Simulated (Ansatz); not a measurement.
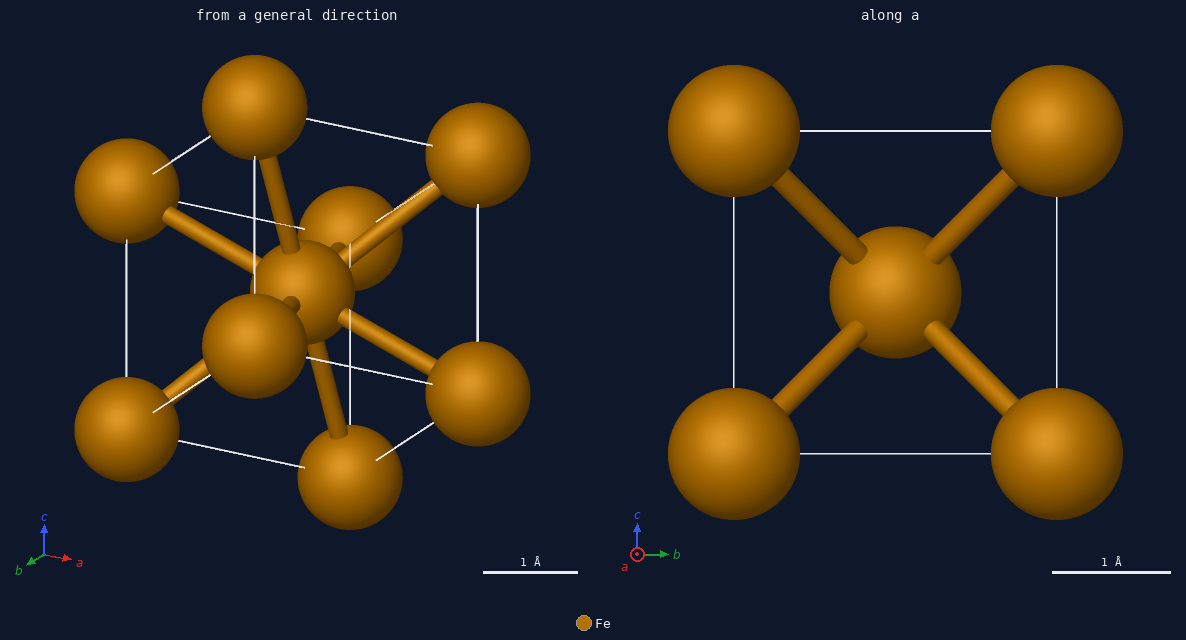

The crystal in a ball-and-stick representation, seen from a general direction and along the a axis. Atoms at the boundary of the conventional unit cell (the box) are drawn once for each face, edge or corner they touch.

### How many atoms belong to the cell?

2 (iron), counting shared atoms by their share.

### To which lattice type does it belong?

Body-centred cubic.

### Which of the 230 space groups is it?

Im-3m (No. 229), with Fe on 2a.

### To which atoms is each Fe bonded?

Each Fe has eight Fe in a cubic arrangement at about 2.4 Å. Not all metal-metal contacts are counted.

### What extended units do the bonds make?

The bonds build a three-dimensional framework.

It goes back to the standard structure of this element. The cell was then strained or its atoms displaced on purpose. It was the input of a calculation with Ansatz.
